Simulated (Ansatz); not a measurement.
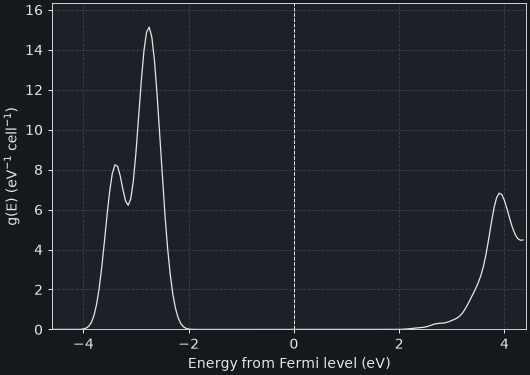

Density of states. Energies are counted from the Fermi level. The curve is built from the levels of the k mesh with Gaussians 0.3 eV wide, which also blur the band edges.

Structure: KI, space group P6_3/mmc, 4 atoms in the cell, NiAs type; a = 4.84 Å, b = 4.84 Å, c = 8.49 Å, α = 90.00°, β = 90.00°, γ = 120.00°.

Computed with Ansatz: DFT, r2SCAN+rVV10, plane waves, PAW, no spin polarisation, 12×12×4 k mesh, Fermi-Dirac smearing of 0.03 eV.

Metal or insulator, going by the density of states?

Answer. There is a gap; over the k points computed it is 4.48 eV (direct among those points).

Where is the tallest peak of the filled states in the window?

Answer. Within the window shown, the tallest peak of the filled states lies 0.5 eV under the valence-band top, at about 15 states per eV and cell.

How wide is the upper valence band?

Answer. The upper group of valence states starts about 1.5 eV under the valence-band top (which lies at −2.3 eV on this axis), with a gap beneath it; it holds about 12 electrons a cell.

Spin-orbit coupling is left out, which matters for I.
